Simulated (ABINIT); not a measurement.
# Geometry relaxation, with input and output: HgTe (part 2 of 3)

HgTe (F-43m, 2 atoms in the cell); Kohn-Sham DFT of a periodic cell, LDA, HGH LDA, no spin polarisation (ABINIT 10.8.3); cutoff 435.38 eV, 5×5×5 k-mesh, fermi-dirac of 0.05 eV. The structure derives from an entry of the Crystallography Open Database.

Geometry of the input (Å; fractional positions):
```
0.0000  3.2145  3.2145
3.2145  0.0000  3.2145
3.2145  3.2145  0.0000
Hg 0.0000  0.0000  0.0000
Te 0.7500  0.7500  0.7500
```

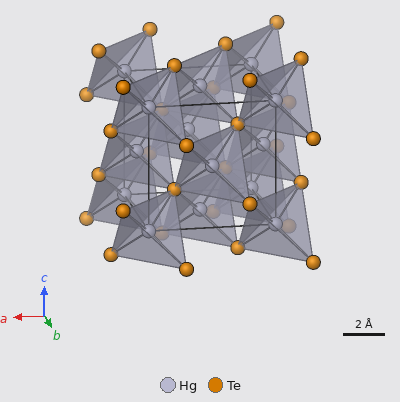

Fig. 1: The starting structure (polyhedral view of the cell 4 times as large as that of the calculation, set on its symmetry axes, seen at an oblique angle; polyhedra are completed across the faces of the cell).

The program's output, continued
```
--- !ResultsGS
iteration_state: {dtset: 1, itime: 2, icycle: 1, }
comment   : Summary of ground state results
lattice_vectors:
- [  0.0000000,   5.9983837,   5.9983837, ]
- [  5.9983837,   0.0000000,   5.9983837, ]
- [  5.9983837,   5.9983837,   0.0000000, ]
lattice_lengths: [   8.48300,    8.48300,    8.48300, ]
lattice_angles: [ 60.000,  60.000,  60.000, ] # degrees, (23, 13, 12)
lattice_volume:   4.3165097E+02
convergence: {deltae: -1.243E-14, res2:  4.106E-13, residm:  8.135E-11, diffor: null, }
etotal    :  -9.46063907E+00
entropy   :   0.00000000E+00
fermie    :   1.42121716E-02
cartesian_stress_tensor: # hartree/bohr^3
- [  3.99032744E-04,   0.00000000E+00,   0.00000000E+00, ]
- [  0.00000000E+00,   3.99032744E-04,   0.00000000E+00, ]
- [  0.00000000E+00,   0.00000000E+00,   3.99032744E-04, ]
pressure_GPa:  -1.1740E+01
xred      :
- [  0.0000E+00,   0.0000E+00,   0.0000E+00, Hg]
- [  7.5000E-01,   7.5000E-01,   7.5000E-01, Te]
cartesian_forces: # hartree/bohr
- [ -0.00000000E+00,  -0.00000000E+00,  -0.00000000E+00, ]
- [ -0.00000000E+00,  -0.00000000E+00,  -0.00000000E+00, ]
force_length_stats: {min:   0.00000000E+00, max:   0.00000000E+00, mean:   0.00000000E+00, }
...

 Integrated electronic density in atomic spheres:
 ------------------------------------------------
 Atom  Sphere_radius  Integrated_density
    1        2.00000          0.44982373
    2        2.00000          2.10826708

---OUTPUT-----------------------------------------------------------------------

 Cartesian coordinates (xcart) [bohr]
  0.00000000000000E+00  0.00000000000000E+00  0.00000000000000E+00
  8.99757555639486E+00  8.99757555639486E+00  8.99757555639486E+00
 Reduced coordinates (xred)
  0.00000000000000E+00  0.00000000000000E+00  0.00000000000000E+00
  7.50000000000000E-01  7.50000000000000E-01  7.50000000000000E-01
 Cartesian forces (fcart) [Ha/bohr]; max,rms= 0.00000E+00 0.00000E+00 (free atoms)
 -0.00000000000000E+00 -0.00000000000000E+00 -0.00000000000000E+00
 -0.00000000000000E+00 -0.00000000000000E+00 -0.00000000000000E+00
 Gradient of E wrt nuclear positions in reduced coordinates (gred)
  0.00000000000000E+00  0.00000000000000E+00  0.00000000000000E+00
  0.00000000000000E+00  0.00000000000000E+00  0.00000000000000E+00
 Scale of Primitive Cell (acell) [bohr]
  8.48299558688684E+00  8.48299558688684E+00  8.48299558688684E+00
 Real space primitive translations (rprimd) [bohr]
  0.00000000000000E+00  5.99838370426324E+00  5.99838370426324E+00
  5.99838370426324E+00  0.00000000000000E+00  5.99838370426324E+00
  5.99838370426324E+00  5.99838370426324E+00  0.00000000000000E+00
 Unitary Cell Volume (ucvol) [Bohr^3]=  4.31650974159244E+02
 Angles (23,13,12)= [degrees]
  6.00000000000000E+01  6.00000000000000E+01  6.00000000000000E+01
 Lengths [Bohr]
  8.48299558688684E+00  8.48299558688684E+00  8.48299558688684E+00
 Stress tensor in cartesian coordinates (strten) [Ha/bohr^3]
  3.99032743782195E-04  0.00000000000000E+00  0.00000000000000E+00
  0.00000000000000E+00  3.99032743782196E-04  0.00000000000000E+00
  0.00000000000000E+00  0.00000000000000E+00  3.99032743782195E-04
 Total energy (etotal) [Ha]= -9.46063907104086E+00

 Difference of energy with previous step (new-old):
           Absolute (Ha)=-6.80801E-03
           Relative     =-7.19873E-04

--- Iteration: ( 3/50) Internal Cycle: (1/1)
--------------------------------------------------------------------------------

---SELF-CONSISTENT-FIELD CONVERGENCE--------------------------------------------

--- !BeginCycle
iteration_state: {dtset: 1, itime: 3, icycle: 1, }
solver: {iscf: 7, nstep: 80, nline: 4, wfoptalg: 0, }
tolerances: {tolvrs: 1.00E-12, }
...

     iter   Etot(hartree)      deltaE(h)  residm     vres2
 ETOT  1  -9.4350782102279    -9.435E+00 2.446E-01 1.302E+02
 ETOT  2  -9.4504845766375    -1.541E-02 4.909E-02 5.517E+00
 ETOT  3  -9.4509150255010    -4.304E-04 3.286E-05 1.899E-01
 ETOT  4  -9.4509268271506    -1.180E-05 1.287E-05 1.249E-03
 ETOT  5  -9.4509268944101    -6.726E-08 6.003E-06 1.311E-05
 ETOT  6  -9.4509268952364    -8.263E-10 4.886E-08 2.961E-07
 ETOT  7  -9.4509268952600    -2.367E-11 9.788E-09 6.694E-09
 ETOT  8  -9.4509268952606    -5.276E-13 8.575E-10 1.080E-10
 ETOT  9  -9.4509268952606    -5.329E-15 2.084E-10 2.284E-13

 At SCF step    9       vres2   =  2.28E-13 < tolvrs=  1.00E-12 =>converged.

 Cartesian components of stress tensor (hartree/bohr^3)
  sigma(1 1)= -1.16077215E-03  sigma(3 2)=  0.00000000E+00
  sigma(2 2)= -1.16077215E-03  sigma(3 1)=  0.00000000E+00
  sigma(3 3)= -1.16077215E-03  sigma(2 1)=  0.00000000E+00

--- !ResultsGS
iteration_state: {dtset: 1, itime: 3, icycle: 1, }
comment   : Summary of ground state results
lattice_vectors:
- [  0.0000000,   5.1277271,   5.1277271, ]
- [  5.1277271,   0.0000000,   5.1277271, ]
- [  5.1277271,   5.1277271,   0.0000000, ]
lattice_lengths: [   7.25170,    7.25170,    7.25170, ]
lattice_angles: [ 60.000,  60.000,  60.000, ] # degrees, (23, 13, 12)
lattice_volume:   2.6965265E+02
convergence: {deltae: -5.329E-15, res2:  2.284E-13, residm:  2.084E-10, diffor: null, }
etotal    :  -9.45092690E+00
entropy   :   0.00000000E+00
fermie    :   1.92588730E-01
cartesian_stress_tensor: # hartree/bohr^3
- [ -1.16077215E-03,   0.00000000E+00,   0.00000000E+00, ]
- [  0.00000000E+00,  -1.16077215E-03,   0.00000000E+00, ]
- [  0.00000000E+00,   0.00000000E+00,  -1.16077215E-03, ]
pressure_GPa:   3.4151E+01
xred      :
- [  0.0000E+00,   0.0000E+00,   0.0000E+00, Hg]
- [  7.5000E-01,   7.5000E-01,   7.5000E-01, Te]
cartesian_forces: # hartree/bohr
- [ -0.00000000E+00,  -0.00000000E+00,  -0.00000000E+00, ]
- [ -0.00000000E+00,  -0.00000000E+00,  -0.00000000E+00, ]
force_length_stats: {min:   0.00000000E+00, max:   0.00000000E+00, mean:   0.00000000E+00, }
...

 Integrated electronic density in atomic spheres:
 ------------------------------------------------
 Atom  Sphere_radius  Integrated_density
    1        2.00000          0.71443839
    2        2.00000          2.32105551

---OUTPUT-----------------------------------------------------------------------

 Cartesian coordinates (xcart) [bohr]
  0.00000000000000E+00  0.00000000000000E+00  0.00000000000000E+00
  7.69159059383950E+00  7.69159059383950E+00  7.69159059383950E+00
 Reduced coordinates (xred)
  0.00000000000000E+00  0.00000000000000E+00  0.00000000000000E+00
  7.50000000000000E-01  7.50000000000000E-01  7.50000000000000E-01
 Cartesian forces (fcart) [Ha/bohr]; max,rms= 0.00000E+00 0.00000E+00 (free atoms)
 -0.00000000000000E+00 -0.00000000000000E+00 -0.00000000000000E+00
 -0.00000000000000E+00 -0.00000000000000E+00 -0.00000000000000E+00
 Gradient of E wrt nuclear positions in reduced coordinates (gred)
  0.00000000000000E+00  0.00000000000000E+00  0.00000000000000E+00
  0.00000000000000E+00  0.00000000000000E+00  0.00000000000000E+00
 Scale of Primitive Cell (acell) [bohr]
  7.25170115601944E+00  7.25170115601944E+00  7.25170115601944E+00
 Real space primitive translations (rprimd) [bohr]
  0.00000000000000E+00  5.12772706255967E+00  5.12772706255967E+00
  5.12772706255967E+00  0.00000000000000E+00  5.12772706255967E+00
  5.12772706255967E+00  5.12772706255967E+00  0.00000000000000E+00
 Unitary Cell Volume (ucvol) [Bohr^3]=  2.69652652989583E+02
 Angles (23,13,12)= [degrees]
  6.00000000000000E+01  6.00000000000000E+01  6.00000000000000E+01
 Lengths [Bohr]
  7.25170115601944E+00  7.25170115601944E+00  7.25170115601944E+00
 Stress tensor in cartesian coordinates (strten) [Ha/bohr^3]
 -1.16077214878769E-03  0.00000000000000E+00  0.00000000000000E+00
  0.00000000000000E+00 -1.16077214878769E-03  0.00000000000000E+00
  0.00000000000000E+00  0.00000000000000E+00 -1.16077214878769E-03
 Total energy (etotal) [Ha]= -9.45092689526057E+00

 Difference of energy with previous step (new-old):
           Absolute (Ha)= 9.71218E-03
           Relative     = 1.02711E-03

--- Iteration: ( 4/50) Internal Cycle: (1/1)
--------------------------------------------------------------------------------

---SELF-CONSISTENT-FIELD CONVERGENCE--------------------------------------------

--- !BeginCycle
iteration_state: {dtset: 1, itime: 4, icycle: 1, }
solver: {iscf: 7, nstep: 80, nline: 4, wfoptalg: 0, }
tolerances: {tolvrs: 1.00E-12, }
...

     iter   Etot(hartree)      deltaE(h)  residm     vres2
 ETOT  1  -9.4695484748355    -9.470E+00 2.257E-04 7.586E+01
 ETOT  2  -9.4805482552570    -1.100E-02 8.923E-06 4.242E+00
 ETOT  3  -9.4808602208564    -3.120E-04 1.886E-05 3.096E-01
 ETOT  4  -9.4808811107191    -2.089E-05 4.026E-06 4.988E-03
 ETOT  5  -9.4808814567942    -3.461E-07 1.581E-07 4.666E-05
 ETOT  6  -9.4808814594679    -2.674E-09 2.340E-09 2.320E-06
 ETOT  7  -9.4808814596185    -1.506E-10 5.838E-10 8.690E-08
 ETOT  8  -9.4808814596248    -6.299E-12 5.906E-11 7.388E-10
 ETOT  9  -9.4808814596248    -2.665E-14 1.438E-11 1.963E-12
 ETOT 10  -9.4808814596248     1.243E-14 1.688E-12 1.645E-14

 At SCF step   10       vres2   =  1.65E-14 < tolvrs=  1.00E-12 =>converged.

 Cartesian components of stress tensor (hartree/bohr^3)
  sigma(1 1)=  1.99955496E-04  sigma(3 2)=  0.00000000E+00
  sigma(2 2)=  1.99955496E-04  sigma(3 1)=  0.00000000E+00
  sigma(3 3)=  1.99955496E-04  sigma(2 1)=  0.00000000E+00

--- !ResultsGS
iteration_state: {dtset: 1, itime: 4, icycle: 1, }
comment   : Summary of ground state results
lattice_vectors:
- [  0.0000000,   5.6893369,   5.6893369, ]
- [  5.6893369,   0.0000000,   5.6893369, ]
- [  5.6893369,   5.6893369,   0.0000000, ]
lattice_lengths: [   8.04594,    8.04594,    8.04594, ]
lattice_angles: [ 60.000,  60.000,  60.000, ] # degrees, (23, 13, 12)
lattice_volume:   3.6831122E+02
convergence: {deltae:  1.243E-14, res2:  1.645E-14, residm:  1.688E-12, diffor: null, }
etotal    :  -9.48088146E+00
entropy   :   0.00000000E+00
fermie    :   7.59696076E-02
cartesian_stress_tensor: # hartree/bohr^3
- [  1.99955496E-04,   0.00000000E+00,   0.00000000E+00, ]
- [  0.00000000E+00,   1.99955496E-04,   0.00000000E+00, ]
- [  0.00000000E+00,   0.00000000E+00,   1.99955496E-04, ]
pressure_GPa:  -5.8829E+00
xred      :
- [  0.0000E+00,   0.0000E+00,   0.0000E+00, Hg]
- [  7.5000E-01,   7.5000E-01,   7.5000E-01, Te]
cartesian_forces: # hartree/bohr
- [ -0.00000000E+00,  -0.00000000E+00,  -0.00000000E+00, ]
- [ -0.00000000E+00,  -0.00000000E+00,  -0.00000000E+00, ]
force_length_stats: {min:   0.00000000E+00, max:   0.00000000E+00, mean:   0.00000000E+00, }
...

 Integrated electronic density in atomic spheres:
 ------------------------------------------------
 Atom  Sphere_radius  Integrated_density
    1        2.00000          0.50773754
    2        2.00000          2.15706440

---OUTPUT-----------------------------------------------------------------------

 Cartesian coordinates (xcart) [bohr]
  0.00000000000000E+00  0.00000000000000E+00  0.00000000000000E+00
  8.53400532759153E+00  8.53400532759153E+00  8.53400532759153E+00
 Reduced coordinates (xred)
  0.00000000000000E+00  0.00000000000000E+00  0.00000000000000E+00
  7.50000000000000E-01  7.50000000000000E-01  7.50000000000000E-01
 Cartesian forces (fcart) [Ha/bohr]; max,rms= 0.00000E+00 0.00000E+00 (free atoms)
 -0.00000000000000E+00 -0.00000000000000E+00 -0.00000000000000E+00
 -0.00000000000000E+00 -0.00000000000000E+00 -0.00000000000000E+00
 Gradient of E wrt nuclear positions in reduced coordinates (gred)
  0.00000000000000E+00  0.00000000000000E+00  0.00000000000000E+00
  0.00000000000000E+00  0.00000000000000E+00  0.00000000000000E+00
 Scale of Primitive Cell (acell) [bohr]
  8.04593738376280E+00  8.04593738376280E+00  8.04593738376280E+00
 Real space primitive translations (rprimd) [bohr]
  0.00000000000000E+00  5.68933688506102E+00  5.68933688506102E+00
  5.68933688506102E+00  0.00000000000000E+00  5.68933688506102E+00
  5.68933688506102E+00  5.68933688506102E+00  0.00000000000000E+00
 Unitary Cell Volume (ucvol) [Bohr^3]=  3.68311218558051E+02
 Angles (23,13,12)= [degrees]
  6.00000000000000E+01  6.00000000000000E+01  6.00000000000000E+01
 Lengths [Bohr]
  8.04593738376280E+00  8.04593738376280E+00  8.04593738376280E+00
 Stress tensor in cartesian coordinates (strten) [Ha/bohr^3]
  1.99955496476757E-04  0.00000000000000E+00  0.00000000000000E+00
  0.00000000000000E+00  1.99955496476758E-04  0.00000000000000E+00
  0.00000000000000E+00  0.00000000000000E+00  1.99955496476757E-04
 Total energy (etotal) [Ha]= -9.48088145962481E+00

 Difference of energy with previous step (new-old):
           Absolute (Ha)=-2.99546E-02
           Relative     =-3.16447E-03

--- Iteration: ( 5/50) Internal Cycle: (1/1)
--------------------------------------------------------------------------------

---SELF-CONSISTENT-FIELD CONVERGENCE--------------------------------------------

--- !BeginCycle
iteration_state: {dtset: 1, itime: 5, icycle: 1, }
solver: {iscf: 7, nstep: 80, nline: 4, wfoptalg: 0, }
tolerances: {tolvrs: 1.00E-12, }
...

     iter   Etot(hartree)      deltaE(h)  residm     vres2
 ETOT  1  -9.4832891194680    -9.483E+00 8.060E-05 2.827E+00
 ETOT  2  -9.4836831838731    -3.941E-04 6.839E-07 1.554E-01
 ETOT  3  -9.4836951473351    -1.196E-05 6.760E-07 1.041E-02
 ETOT  4  -9.4836958529392    -7.056E-07 1.896E-07 8.741E-05
 ETOT  5  -9.4836958586547    -5.715E-09 1.655E-08 1.080E-06
 ETOT  6  -9.4836958587181    -6.338E-11 4.739E-10 4.549E-08
 ETOT  7  -9.4836958587213    -3.242E-12 2.180E-11 1.316E-09
 ETOT  8  -9.4836958587214    -5.862E-14 2.156E-12 1.683E-11
 ETOT  9  -9.4836958587213     1.190E-13 2.161E-13 3.465E-14

 At SCF step    9       vres2   =  3.47E-14 < tolvrs=  1.00E-12 =>converged.

 Cartesian components of stress tensor (hartree/bohr^3)
  sigma(1 1)=  6.76643052E-05  sigma(3 2)=  0.00000000E+00
  sigma(2 2)=  6.76643052E-05  sigma(3 1)=  0.00000000E+00
  sigma(3 3)=  6.76643052E-05  sigma(2 1)=  0.00000000E+00

--- !ResultsGS
iteration_state: {dtset: 1, itime: 5, icycle: 1, }
comment   : Summary of ground state results
lattice_vectors:
- [  0.0000000,   5.5823665,   5.5823665, ]
- [  5.5823665,   0.0000000,   5.5823665, ]
- [  5.5823665,   5.5823665,   0.0000000, ]
lattice_lengths: [   7.89466,    7.89466,    7.89466, ]
lattice_angles: [ 60.000,  60.000,  60.000, ] # degrees, (23, 13, 12)
lattice_volume:   3.4792451E+02
convergence: {deltae:  1.190E-13, res2:  3.465E-14, residm:  2.161E-13, diffor: null, }
etotal    :  -9.48369586E+00
entropy   :   0.00000000E+00
fermie    :   1.00934638E-01
cartesian_stress_tensor: # hartree/bohr^3
- [  6.76643052E-05,   0.00000000E+00,   0.00000000E+00, ]
- [  0.00000000E+00,   6.76643052E-05,   0.00000000E+00, ]
- [  0.00000000E+00,   0.00000000E+00,   6.76643052E-05, ]
pressure_GPa:  -1.9908E+00
xred      :
- [  0.0000E+00,   0.0000E+00,   0.0000E+00, Hg]
- [  7.5000E-01,   7.5000E-01,   7.5000E-01, Te]
cartesian_forces: # hartree/bohr
- [ -0.00000000E+00,  -0.00000000E+00,  -0.00000000E+00, ]
- [ -0.00000000E+00,  -0.00000000E+00,  -0.00000000E+00, ]
force_length_stats: {min:   0.00000000E+00, max:   0.00000000E+00, mean:   0.00000000E+00, }
...

 Integrated electronic density in atomic spheres:
 ------------------------------------------------
 Atom  Sphere_radius  Integrated_density
    1        2.00000          0.55086848
    2        2.00000          2.21809410

---OUTPUT-----------------------------------------------------------------------

 Cartesian coordinates (xcart) [bohr]
  0.00000000000000E+00  0.00000000000000E+00  0.00000000000000E+00
  8.37354970095335E+00  8.37354970095335E+00  8.37354970095335E+00
 Reduced coordinates (xred)
  0.00000000000000E+00  0.00000000000000E+00  0.00000000000000E+00
  7.50000000000000E-01  7.50000000000000E-01  7.50000000000000E-01
 Cartesian forces (fcart) [Ha/bohr]; max,rms= 0.00000E+00 0.00000E+00 (free atoms)
 -0.00000000000000E+00 -0.00000000000000E+00 -0.00000000000000E+00
 -0.00000000000000E+00 -0.00000000000000E+00 -0.00000000000000E+00
 Gradient of E wrt nuclear positions in reduced coordinates (gred)
  0.00000000000000E+00  0.00000000000000E+00  0.00000000000000E+00
  0.00000000000000E+00  0.00000000000000E+00  0.00000000000000E+00
 Scale of Primitive Cell (acell) [bohr]
  7.89465836819560E+00  7.89465836819560E+00  7.89465836819560E+00
 Real space primitive translations (rprimd) [bohr]
  0.00000000000000E+00  5.58236646730223E+00  5.58236646730223E+00
  5.58236646730223E+00  0.00000000000000E+00  5.58236646730223E+00
  5.58236646730223E+00  5.58236646730223E+00  0.00000000000000E+00
 Unitary Cell Volume (ucvol) [Bohr^3]=  3.47924511155168E+02
 Angles (23,13,12)= [degrees]
  6.00000000000000E+01  6.00000000000000E+01  6.00000000000000E+01
 Lengths [Bohr]
  7.89465836819560E+00  7.89465836819560E+00  7.89465836819560E+00
 Stress tensor in cartesian coordinates (strten) [Ha/bohr^3]
  6.76643052392855E-05  0.00000000000000E+00  0.00000000000000E+00
  0.00000000000000E+00  6.76643052392855E-05  0.00000000000000E+00
  0.00000000000000E+00  0.00000000000000E+00  6.76643052392859E-05
 Total energy (etotal) [Ha]= -9.48369585872126E+00

 Difference of energy with previous step (new-old):
           Absolute (Ha)=-2.81440E-03
           Relative     =-2.96806E-04

--- Iteration: ( 6/50) Internal Cycle: (1/1)
--------------------------------------------------------------------------------

---SELF-CONSISTENT-FIELD CONVERGENCE--------------------------------------------

--- !BeginCycle
iteration_state: {dtset: 1, itime: 6, icycle: 1, }
solver: {iscf: 7, nstep: 80, nline: 4, wfoptalg: 0, }
tolerances: {tolvrs: 1.00E-12, }
...
```
